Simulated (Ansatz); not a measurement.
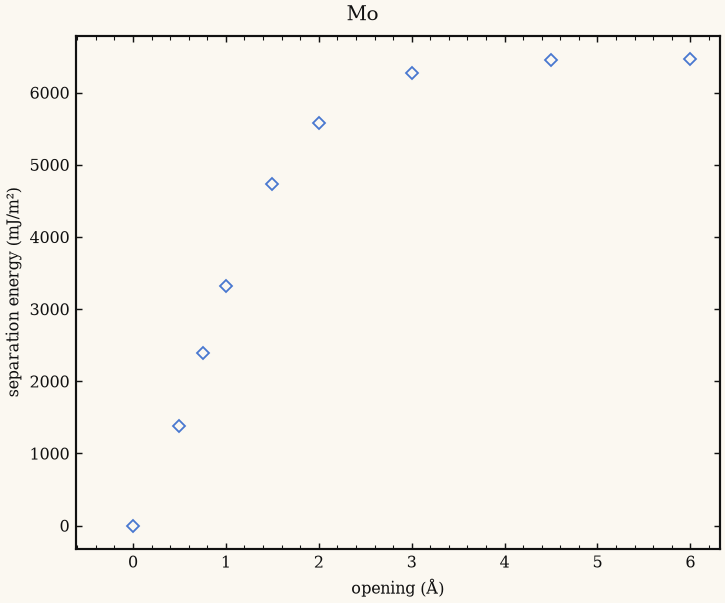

The picture above shows the separation energy against opening for Mo, space group Im-3m (No. 229).

Starting cell:
```yaml
crystal:
  lattice:
    - [-1.57100, 1.57100, -1.57100]
    - [-1.57100, -1.57100, 1.57100]
    - [0.00000, 6.28400, 6.28400]
  atoms:
    - { symbol: Mo, position: [0.00000, 0.00000, 0.87500] }
    - { symbol: Mo, position: [0.50000, 0.50000, 0.12500] }
    - { symbol: Mo, position: [0.00000, 0.00000, 0.37500] }
    - { symbol: Mo, position: [0.50000, 0.50000, 0.62500] }
```

Method: rigid opening of a crystal across a plane by lengthening cell vector c along the normal, one cut a cell, unrelaxed, by plane-wave density functional theory with PAW datasets, free energies less that of the undisturbed cell; scalar-relativistic (Ansatz 0.2.0). Level: PBEsol, no spin polarisation.

wave cutoff 420 eV; k mesh 18×18×6; occupations Gaussian; smearing width 0.15 eV; k shift (0, 0, 0) (mesh steps); start as given; height of the cut 0 (fraction of cell vector c).

The points at opening −0.30 Å, −0.15 Å and 0.25 Å are left out of the plot. What values does the calculation give there?

| opening (Å) | separation energy (mJ/m²) |
| --- | --- |
| −0.30 | 843.9 |
| −0.15 | 155.6 |
| 0.25 | 477.2 |

Limits of the calculation: reference crystal is not relaxed.
